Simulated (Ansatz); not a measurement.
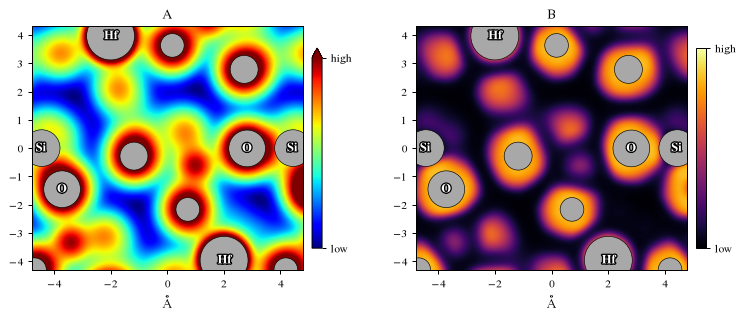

HfSiO4: 2 fields on the (111) plane of the conventional cell, with unlabelled colour scales. Grey discs cover the atomic cores.

Space group I4₁/amd; a structure from a database of computed crystals, not necessarily the ambient phase; started from the database structure prototype, which need not be the ambient phase.

Level of theory: Ansatz 0.2.0, DFT, r2SCAN, plane waves, PAW.

Match the panels to the quantities (electron localisation function and valence pseudo-density).

Answer. Panel A: valence pseudo-density. Panel B: electron localisation function. From the grid: Si–O (1.62 Å): ρ is about 1.3 e/Å³ halfway; the ELF peaks at about 0.85 between the atoms; a short, strongly polar bond.
